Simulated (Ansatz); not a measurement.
Structure of Au:

```xyz
8
Lattice="6.0728 0.0000 0.0000 0.0000 6.0728 0.0000 0.0000 0.0000 6.0728" Properties=species:S:1:pos:R:3 pbc="T T T"
Au    4.5546    4.5546    4.5546
Au    0.0000    3.0364    0.0000
Au    4.5546    1.5182    1.5182
Au    0.0000    0.0000    3.0364
Au    1.5182    4.5546    1.5182
Au    3.0364    3.0364    3.0364
Au    1.5182    1.5182    4.5546
Au    3.0364    0.0000    0.0000
```

It is based on the input geometry of an electronic-structure calculation (not necessarily at equilibrium); the starting structure was generated, so it need not be a known form of this composition.

Predict radii and indices of the first 5 visible rings (3 % of the strongest or more) for λ = 0.7107 Å and a flat detector at 210 mm.

Answer.
| ring | radius | 2θ (°) | d (Å) | hkl |
| --- | --- | --- | --- | --- |
| 1 | 43.2 mm | 11.63 | 3.51 | 111 |
| 2 | 72.5 mm | 19.05 | 2.15 | 220 |
| 3 | 86.5 mm | 22.38 | 1.831 | 311 |
| 4 | 107.3 mm | 27.07 | 1.518 | 400 |
| 5 | 119.1 mm | 29.55 | 1.393 | 331 |

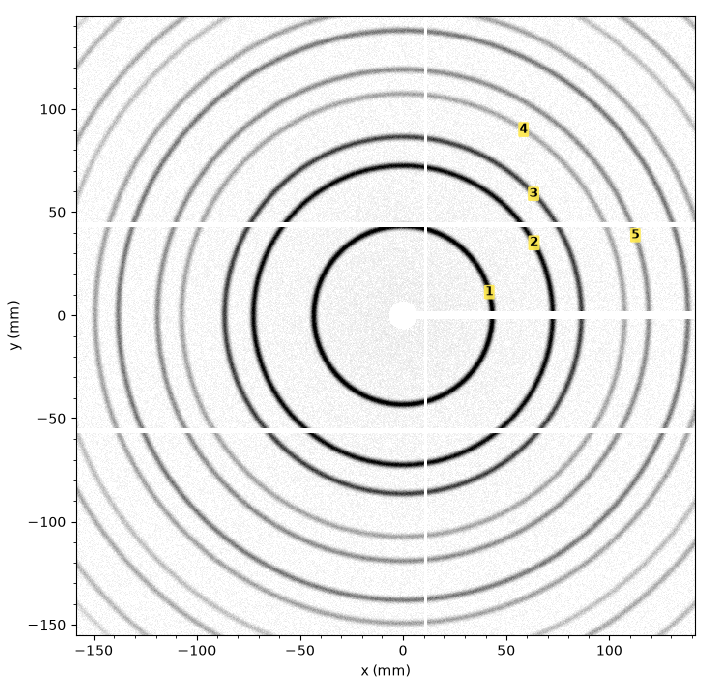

Simulated X-ray powder rings on a flat area detector normal to the beam: λ = 0.7107 Å, sample-to-detector distance 210 mm, axes in mm from the beam centre, for a fine-grained powder without texture. Kinematic intensities with B = 0.3 Å² for all atoms, without absorption; brightness goes as intensity to the power 0.6, clipped at the top, with counting noise. Reflections closer than the ring width show as one ring. The numbers mark the rings of the table.
